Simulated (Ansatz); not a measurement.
# Energy of Na along a strain of the cell

System: Na (I4/mmm, 1 atom in the cell).
Method: DFT PBEsol, scalar-relativistic, plane waves, PAW, no spin polarisation (Ansatz 0.2.0).

The 6 runs differ only in the geometry, by a strain of the cell at fixed fractional positions. Against run 3, the strain is εxx = −0.97 η, εyy = −0.97 η and εzz = η. The structure derives from a Materials Project entry.

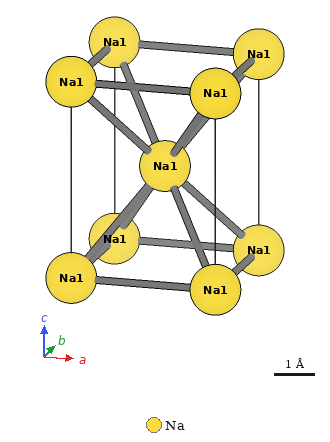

Figure 1. The structure of run 3 (ball-and-stick view of the cell 2 times as large as that of the calculation, set on its symmetry axes, seen slightly off an axis; atoms are numbered from 1 in the order of the input).

## Input of run 3
```yaml
crystal:
  lattice:
    - [-1.89465, 1.89465, 2.56855]
    - [1.89465, -1.89465, 2.56855]
    - [1.89465, 1.89465, -2.56855]
  atoms:
    - { symbol: Na, position: [0.0, 0.0, 0.0] }
basis:
  ecutwfc: 520.0
kpoints:
  mp_grid: { grid: [16, 16, 16] }
hamiltonian:
  xc: pbesol
scf:
  occupations: { method: gaussian, width: 0.15 }
output:
  forces: true
  stress: true
  eigenvalues: true
```

Command:
```bash
ansatz run input.yaml --threads 1 --pin off --max-ram 2048MiB --backend cpu --events-out ev --progress --plain --runs-dir out
```

Lattice vectors (Å) and fractional positions of run 3:
```
  -1.894650    1.894650    2.568550
   1.894650   -1.894650    2.568550
   1.894650    1.894650   -2.568550
Na  0.000000  0.000000  0.000000
```

Run 5 differs from it as follows:
```diff
-    - [-1.89465, 1.89465, 2.56855]
-    - [1.89465, -1.89465, 2.56855]
-    - [1.89465, 1.89465, -2.56855]
+    - [-1.80145, 1.80145, 2.69915]
+    - [1.80145, -1.80145, 2.69915]
+    - [1.80145, 1.80145, -2.69915]
```

## Results, with one run withheld

| run | strain parameter η (%) | free energy per atom, from the lowest run given (meV) | pressure (GPa) |
| --- | --- | --- | --- |
| 1 | −3.3889 | 2.20 | −0.32 |
| 2 | −1.6948 | 0.89 | −0.22 |
| 3 | 0.0000 | 0.00 | −0.11 |
| 4 | 3.3914 | 0.04 | 0.15 |
| 5 | 5.0855 | ? | ? |
| 6 | 6.7803 | 4.83 | 0.49 |

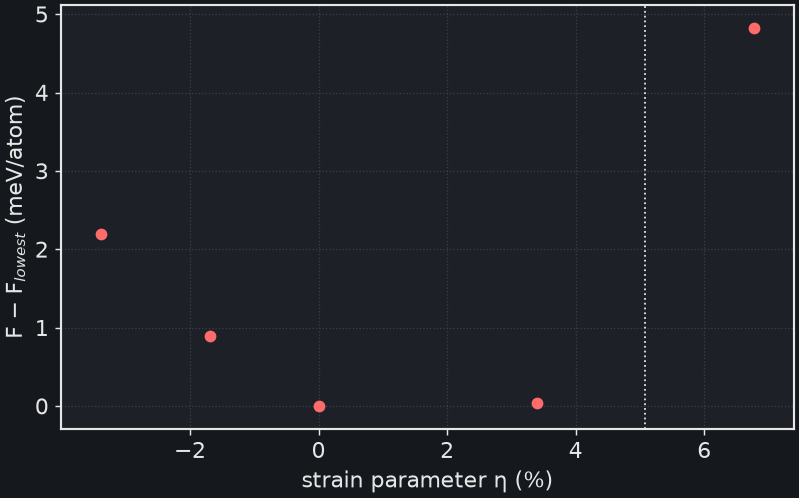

Figure 2. Free energy per atom of the runs given; the dotted line marks run 5.

Fit the runs given and predict run 5.

A cubic polynomial in the coordinate, fitted to the 5 runs given, misses them by at most 0.04 meV per atom. With x = η − 1.0176, it reads F = −0.363 − 0.19446 x + 0.13176 x² + 0.010114 x³ (meV per atom). At run 5 it gives 1.71 meV per atom, and the run itself gives 1.72. The fit has its minimum at η = 1.7017 %.

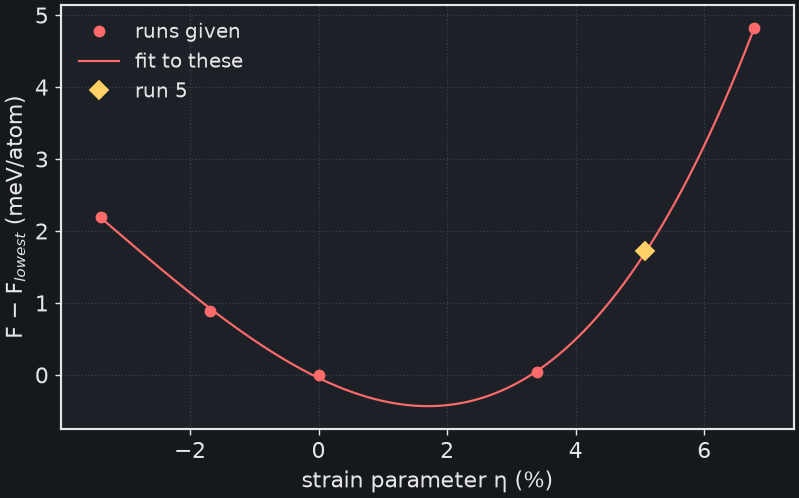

Figure 3. The fit and the withheld run.

## Output, shortened to warnings, some set-up lines, iterations and results (run 5)
```
Basis set: ecut = 520 eV, 919 PW (Γ), exchange–correlation on 60×60×60 points (8 copies of the dense FFT grid, shifted against one another)
Symmetry: 16 space group operations
k-points: 349 of 4096
Initial density: superposition of atomic densities (neutral atoms: chi_scale 0, normalization atom), corrected by the library's trained network
[...]
SCF iter   1: F=—  HF=-1475.871713 eV  |F-HF|=—  |Δ(HF+E_count)|=         —  Δρ=1.83e-3  dr2=4.80e-4  ethr=1.77e-3  ⟨swp⟩=5.0  Hψ=20073  notcnv=0
SCF iter   2: F=—  HF=-1475.871166 eV  |F-HF|=—  |Δ(HF+E_count)|=   5.47e-4  Δρ=5.99e-4  dr2=6.85e-5  ethr=5.33e-6  ⟨swp⟩=2.4  Hψ=7458  notcnv=0
SCF iter   3: F=—  HF=-1475.871148 eV  |F-HF|=—  |Δ(HF+E_count)|=   1.83e-5  Δρ=1.05e-4  dr2=2.87e-6  ethr=7.61e-7  ⟨swp⟩=2.1  Hψ=4479  notcnv=0  defer=1
SCF iter   4: F=—  HF=-1475.871149 eV  |F-HF|=—  |Δ(HF+E_count)|=   1.35e-6  Δρ=6.38e-5  dr2=4.75e-7  ethr=3.19e-8  ⟨swp⟩=2.0  Hψ=4508  notcnv=0
SCF iter   5: F=-1475.871149 eV  HF=-1475.871149 eV  |F-HF|=7.07e-8  |Δ(HF+E_count)|=   4.28e-7  Δρ=1.88e-5  dr2=4.13e-8  ethr=5.27e-9  ⟨swp⟩=2.0  Hψ=4339  notcnv=0  defer=1
SCF iter   6: F=-1475.871149 eV  HF=-1475.871149 eV  |F-HF|=9.49e-10  |Δ(HF+E_count)|=   3.88e-8  Δρ=2.16e-6  dr2=5.53e-10  ethr=4.59e-10  ⟨swp⟩=3.4  Hψ=12027  notcnv=0
SCF 1 converged in 6 iterations: F = -1475.871149 eV  dr2 = 5.53e-10
SCF converged after 6 iterations
Free energy (F): -1475.871149 eV
Harris-Foulkes:  -1475.871149 eV  (|F-HF|=9.49e-10)
Internal energy: -1475.866072 eV  (E = F + TS)
E sigma→0 (E₀):  -1475.868610 eV
Entropy (-TS):   -0.005077 eV (-5.077 meV/atom)
Fermi energy:    1.975295 eV
--- Per-component energies (eV) ---
  E_band       = -237.612883
  E_kinetic    = 120.300155
  E_local      = -1426.447284  (includes V_loc(G=0)·N_el)
  E_nonlocal   = 115.890087
  E_hartree    = 520.233873
  E_xc         = -37.726126
  E_vxc        = -48.765970  (∫ρ·V_xc dr)
  E_paw        = -253.450449  (= ΣΔE_a)
  E_vpaw       = -39.058362  (= ΣTr[D̂ρ^β])
  E_aug_tail   = -0.000000  (compensation charges beyond the density's cutoff)
  E_ewald      = -514.721022
  E_core_change = 0.054694  (= ΣΔE_core)
  E_smearing   = -0.005077  (= −TS)
  E_closure    = -0.000000  (closes the sum)
  Σ components = -1475.871149   (vs F -1475.871149, Δ=0.00e0)
--- Forces (eV/Å), atoms counted from 1 ---
  atom   1  Na     0.00000000     0.00000000     0.00000000
  max |Σ_I F_I| component: 2.47e-32 eV/Å
--- Stress (GPa, compression-positive) ---
        0.388865       0.000000       0.000000
        0.000000       0.388865       0.000000
       -0.000000      -0.000000       0.160072
  P = ⅓ Tr σ = 0.3126 GPa (3.126 kbar)
```
